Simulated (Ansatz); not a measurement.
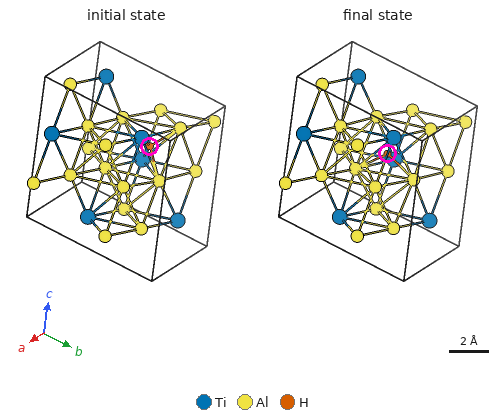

The two relaxed end points of a path for a defect cell of composition Ti$_{5}$Al$_{15}$H (21 atoms in the cell). A ball-and-stick model of the simulation cell (origin moved), seen slightly off an axis. The moving atom is ringed, with any periodic copies. Bonds to atoms that aren't drawn are left out.

All numbers below come from DFT PBE, scalar-relativistic, plane waves, PAW (Ansatz 0.2.0).

Set-up: plane-wave cutoff 420 eV; k-point mesh 4 × 4 × 4; Gaussian smearing 0.1 eV; 5 movable images; climbing image.

Start:
```xyz
21
Lattice="-5.7680 -1.9227 -4.3114 1.9227 -5.7680 4.3114 -1.9227 5.7680 4.3114" Properties=species:S:1:pos:R:3 pbc="T T T"
Ti   -1.9626   -1.9265    4.3145
Ti   -1.9249    1.9226    4.3122
Ti   -5.7289   -1.9254    4.3135
Ti   -3.8402    0.0004    0.0053
Ti   -3.8503   -3.8452    0.0027
Al   -1.9017   -1.9192    0.0275
Al    0.0005   -3.8462    4.3055
Al   -0.0231   -0.0036    4.3384
Al   -3.8467    0.0637    4.2545
Al   -5.7678    1.8416   -0.0729
Al   -3.8462   -1.9206    2.1105
Al   -3.8468    1.9311    2.1497
Al   -1.9292   -0.0010    6.4759
Al   -5.7662   -0.0147   -2.1693
Al    0.0042   -1.9238    2.1668
Al   -1.9205   -3.8464    2.1521
Al   -1.9224    0.0020    2.1542
Al   -0.0013   -1.9269    6.4630
Al   -3.8450   -1.9198   -2.0046
Al   -5.7723    0.0002    2.1526
H    -3.8461   -2.0104    4.7440
```

End:
```xyz
21
Lattice="-5.7680 -1.9227 -4.3114 1.9227 -5.7680 4.3114 -1.9227 5.7680 4.3114" Properties=species:S:1:pos:R:3 pbc="T T T"
Ti   -1.9626   -1.9265    4.3083
Ti   -1.9249    1.9226    4.3106
Ti   -5.7289   -1.9254    4.3093
Ti   -3.8402    0.0004   -0.0053
Ti   -3.8503   -3.8452   -0.0027
Al   -1.9017   -1.9192   -0.0275
Al    0.0005   -3.8462    4.3173
Al   -0.0231   -0.0036    4.2844
Al   -3.8467    0.0637    4.3683
Al   -5.7678    1.8416    0.0729
Al   -3.8450   -1.9198    2.0046
Al   -3.8432    1.9216    2.1593
Al   -1.9224    0.0020    6.4686
Al   -5.7723    0.0002   -2.1526
Al   -0.0013   -1.9269    2.1598
Al   -1.9241   -3.8369    2.1617
Al   -1.9292   -0.0010    2.1469
Al    0.0042   -1.9238    6.4560
Al   -3.8462   -1.9206   -2.1105
Al   -5.7662   -0.0147    2.1693
H    -3.8461   -2.0104    3.8788
```

What barrier does the band find between them, and by what path?

The two ends have the same energy, and the highest point, image 3, lies 0.042 eV above the start. The H atom travels furthest, 0.87 Å from end to end, along [0 −1 −1], on a straight line. At the highest image its nearest neighbour (Ti) is 1.90 Å away, against 1.88 Å at the start. The band is converged.

Energies of the converged images:

```json
{"image": "0", "path (Å)": "0.00", "E (eV)": "0.000"}
{"image": "1", "path (Å)": "0.15", "E (eV)": "0.012"}
{"image": "2", "path (Å)": "0.30", "E (eV)": "0.033"}
{"image": "3", "path (Å)": "0.44", "E (eV)": "0.042"}
{"image": "4", "path (Å)": "0.59", "E (eV)": "0.033"}
{"image": "5", "path (Å)": "0.74", "E (eV)": "0.012"}
{"image": "6", "path (Å)": "0.89", "E (eV)": "0.000"}
```

The geometry at the top of the path:

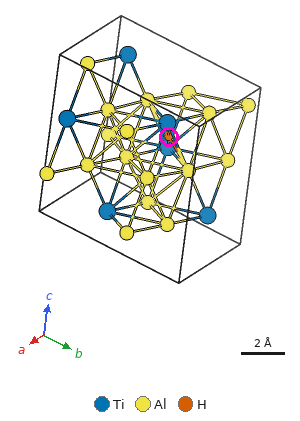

Limits of the set-up: the periodic images lie only 7.5 Å apart, so the values are limited by the cell's size.
